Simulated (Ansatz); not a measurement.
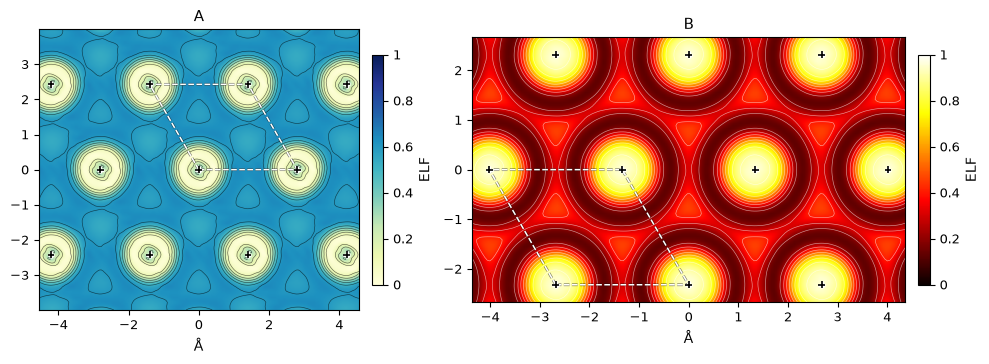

The electron localisation function of 2 systems, each on a plane through atoms (crosses mark nuclei in the plane).

Level of theory: DFT PBE+D3(BJ), scalar-relativistic, plane waves, PAW in Ansatz.

System 1: Cr, the (001) plane of the conventional cell. Space group P6₃/mmc; a structure from a database of computed crystals, not necessarily the ambient phase; computed without spin polarisation.

```
Cr
1.0
     2.67763    0.00000    0.00000
    -1.33881    2.31890    0.00000
     0.00000    0.00000    7.46695
Cr
4
Direct
  0.00000 0.00000 0.00000
  0.33333 0.66667 0.25000
  0.00000 0.00000 0.50000
  0.66667 0.33333 0.75000
```

System 2: Al, the (001) plane of the conventional cell. Space group P6₃/mmc; a structure from a database of computed crystals, not necessarily the ambient phase.

```yaml
crystal:
  lattice:
    - [2.80382, 0.00000, 0.00000]
    - [-1.40191, 2.42818, 0.00000]
    - [0.00000, 0.00000, 4.67640]
  atoms:
    - { symbol: Al, position: [0.66667, 0.33333, 0.75000] }
    - { symbol: Al, position: [0.33333, 0.66667, 0.25000] }
```

**Match each panel to its system.**

Panel A is system 2, Al: the plane holds Al. Al–Al (2.80 Å): the ELF peaks at about 0.65 between the atoms. Panel B is system 1, Cr: the plane holds Cr. Cr–Cr (2.68 Å): the ELF is about 0.30 at the midpoint.
